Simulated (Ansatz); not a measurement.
Run report: C$_{32}$O, single-point calculation (part 1 of 2)

The run: single-point calculation of C$_{32}$O (defect cell, 33 atoms in the cell). Method and program: DFT, r2SCAN, dispersion d3bj, plane waves, PAW, no spin polarisation (Ansatz 0.2.0).

The structure derives from a Materials Project entry. Figures and captions count atoms from 1; the log counts them from 0 in places.

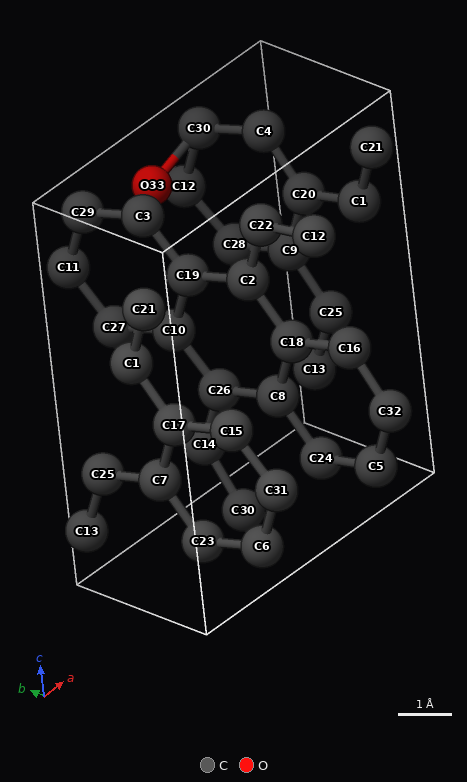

*The structure (ball-and-stick view of the cell of the calculation, seen slightly off an axis; atoms are numbered from 1 in the order of the input). An atom can appear more than once, as a periodic image.*

Near neighbours in the periodic cell (some may lie outside the picture): C has 3 C at 1.40 to 1.46 Å; C has 3 C at 1.46 to 1.50 Å and 1 O at 1.46 Å; O has 2 C at 1.46 Å.

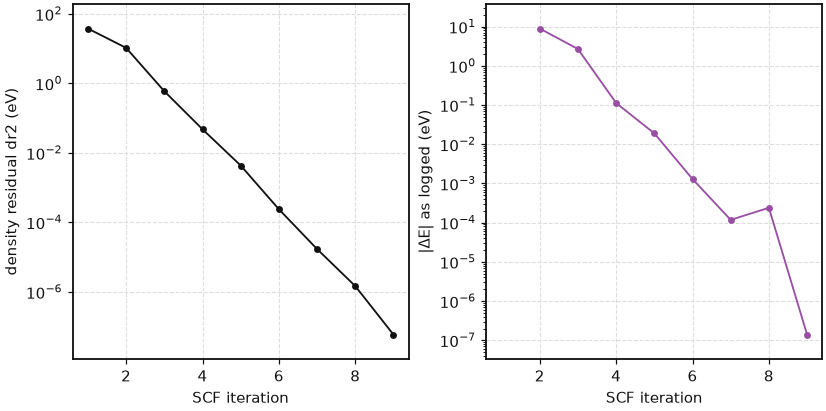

*Convergence of the self-consistent field: density residual dr2 and size of the energy change against the SCF iteration.*

The residual falls at every step.

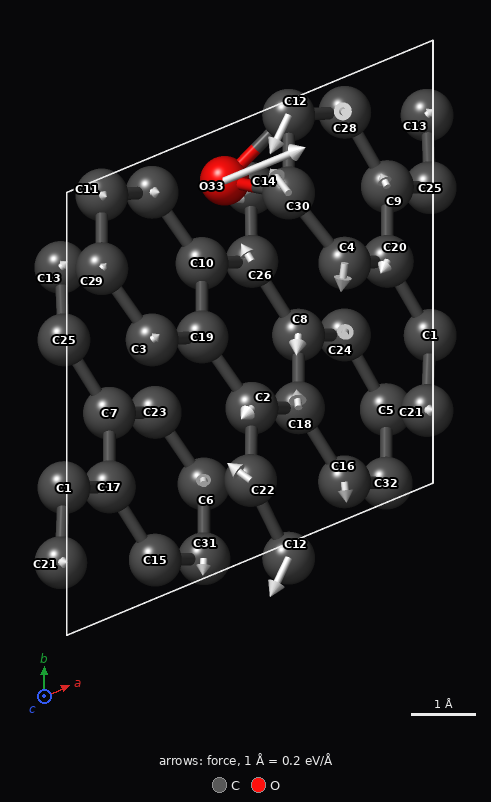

*Forces on the atoms as white arrows (ball-and-stick view of the cell of the calculation, along the c axis; atoms are numbered from 1 in the order of the input); the smallest are left out.*

The largest act on O33 (0.32 eV/Å); C12, C30 (0.14 eV/Å); C4, C14, C22, C28 (0.10 eV/Å). The geometry is not a stationary point of this energy.

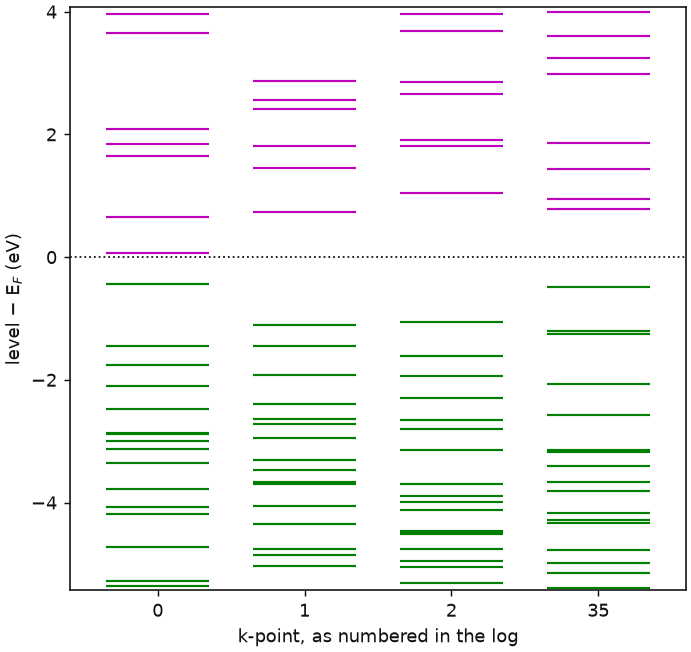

*Kohn–Sham levels near the Fermi level (dotted) at the few k-points that the log prints; levels within 0.02 eV of each other stand side by side.*

The system is metallic on the full mesh.

The input and output of the run follow.

Input
```yaml
crystal:
  lattice:
    - [0.0, 0.0, 7.134852261]
    - [1.232369048, 6.4035774147, 3.5674261305]
    - [-6.1618452403, 2.1345258048, 3.5674261305]
  atoms:
    - { symbol: C, position: [-0.0078081384, 0.336021822, 0.6698997322] }
    - { symbol: C, position: [0.5053437082, 0.3388641558, 0.6708405882] }
    - { symbol: C, position: [0.2329137518, 0.5869067608, 0.9205034813] }
    - { symbol: C, position: [0.7590133871, 0.5794243544, 0.9202335295] }
    - { symbol: C, position: [0.8722587475, 0.2096655202, 0.043948707] }
    - { symbol: C, position: [0.3746090272, 0.2129228834, 0.0444021796] }
    - { symbol: C, position: [0.1163620148, 0.4613829767, 0.2952578713] }
    - { symbol: C, position: [0.6327716385, 0.4602064811, 0.296438667] }
    - { symbol: C, position: [0.8752862682, 0.7122387606, 0.5437193601] }
    - { symbol: C, position: [0.369226022, 0.7126956776, 0.5469737554] }
    - { symbol: C, position: [0.0956545814, 0.9614653399, 0.7951783684] }
    - { symbol: C, position: [0.6058445995, 0.9659001847, 0.7907402961] }
    - { symbol: C, position: [-0.0163168219, 0.836135486, 0.1697352431] }
    - { symbol: C, position: [0.5020318869, 0.8364090364, 0.1772107416] }
    - { symbol: C, position: [0.2414712979, 0.0867405196, 0.4206224461] }
    - { symbol: C, position: [0.758409186, 0.0857977576, 0.4177761178] }
    - { symbol: C, position: [0.1163647992, 0.295000338, 0.4616393703] }
    - { symbol: C, position: [0.6327969579, 0.2961819793, 0.4604629321] }
    - { symbol: C, position: [0.3692415999, 0.5467178115, 0.7129507514] }
    - { symbol: C, position: [0.8752712114, 0.5434633706, 0.7124941611] }
    - { symbol: C, position: [0.9836653103, 0.1694822184, 0.836393256] }
    - { symbol: C, position: [0.5020845139, 0.1769572673, 0.8366660047] }
    - { symbol: C, position: [0.2414772583, 0.4203697821, 0.0869989149] }
    - { symbol: C, position: [0.7583713165, 0.4175183982, 0.0860592021] }
    - { symbol: C, position: [-0.0077992817, 0.6696390256, 0.3362759543] }
    - { symbol: C, position: [0.5053038342, 0.6705856053, 0.3391214058] }
    - { symbol: C, position: [0.2328974132, 0.9202496205, 0.5871584063] }
    - { symbol: C, position: [0.759066731, 0.9199743383, 0.5796813366] }
    - { symbol: C, position: [0.0956684749, 0.7949280083, 0.9617130282] }
    - { symbol: C, position: [0.6057940745, 0.7904785, 0.9661588897] }
    - { symbol: C, position: [0.3745930115, 0.0441494666, 0.2131739298] }
    - { symbol: C, position: [0.8722738131, 0.0436882557, 0.2099236657] }
    - { symbol: O, position: [0.4308864017, -0.1217771403, -0.1215954101] }
basis:
  xc_grid: 2
kpoints:
  mp_grid: { grid: [4, 4, 4], shift: [0.0, 0.0, 0.0] }
hamiltonian:
  xc: r2scan
  dispersion: d3bj
scf:
  occupations: { method: gaussian, width: 0.1 }
  initial_density: { chi_scale: 0.0 }
output:
  forces: true
  eigenvalues: true
```

Run as:
```bash
ansatz run input.yaml --threads 4 --pin off --max-ram 10240MiB --backend cpu --events-out ev --progress --plain --runs-dir out
```

What the program printed
```
Warning: at least one further symmetry operation maps every atom of the structure, as the run holds it, onto an atom to within 2.29e-5 (fractional), and is not used: no operation is sought that the atoms, as the run holds them, miss by more than 2.00e-5, twice crystal.symmetry.tolerance (1.0e-5). The run uses 1 unitary operations. The run imposes no operation that its atoms and lattice do not hold. Figures that only the operations left out would make equal are not made equal, and some can differ by far more than the structure misses those operations by: interpolated phonon frequencies and what the tetrahedron methods give by atom among them (crystal.symmetry.tolerance lists what is known). If the more symmetric structure is meant (of a frozen-density pass: in the run whose state it reads), write the positions to more decimals or symmetrise them. If the atoms are displaced on purpose, the operation is rightly left out
Warning: the engine holds no damping parameters fitted to this dispersion correction and functional, so the run takes those fitted to r2scan beside the three-body term, which d3bj leaves out (hamiltonian.dispersion, under Limitations)
Engine: ansatz 0.2.0, x86_64-unknown-linux-gnu
Pseudopotentials: kind: paw
Pseudopotential: C, paw, valence charge 4, recommended cutoff 500 eV (meta_gga), C.paw.azcp
Pseudopotential: O, paw, valence charge 6, recommended cutoff 500 eV (meta_gga), O.paw.azcp
Functional definition: r2SCAN
  parameter k0 = 0.174
  parameter k1 = 0.065
  parameter a1 = 4.9479
  exchange = r2scan_x(k0 = k0, k1 = k1, a1 = a1)
  correlation = r2scan_c
Crystal: 33 atoms, lattice volume = 300.294 Å³
Basis set: ecut = 500 eV, 7619 PW (Γ), exchange–correlation on 108×120×120 points (8 copies of the dense FFT grid, shifted against one another)
Bands: 100, of which v1, the nominal top of the filled ones, is band 67 counted from 1 (66 counted from 0)
Symmetry: 1 space group operations
Space group: P1 (ITA 1), of the structure as read, at distance tolerance 6.7e-5 Å
k-points: 36 of 64 (time reversal used)
Non-local potential: C, projectors of the file, l = 0: 2, l = 1: 2, l = 2: 1
Non-local potential: O, projectors of the file, l = 0: 2, l = 1: 2, l = 2: 1
PAW form: soft (Blöchl's): semilocal exchange-correlation on the pseudo side does not see the compensation charge
PAW frozen core: C, regenerated for the run's functional (the file was generated under x = pbe(κ = 0.804, μ = 0.2195149727645171), c = pbe(β = 0.06672455060314922))
PAW frozen core: O, regenerated for the run's functional (the file was generated under x = pbe(κ = 0.804, μ = 0.2195149727645171), c = pbe(β = 0.06672455060314922))
PAW one-centre angular grid: C, 302 points (default); XC on 239 of its mesh's 2573 points in the sphere
PAW one-centre angular grid: O, 302 points (default); XC on 160 Gauss nodes
Initial density: superposition of atomic densities (chi_scale 0, normalization cell)
Initial wavefunctions: pseudopotential atomic-orbital guess
Functional: x = r2scan, c = r2scan; τ floored in thin density (d = 2e-4 eV/Å³)
```
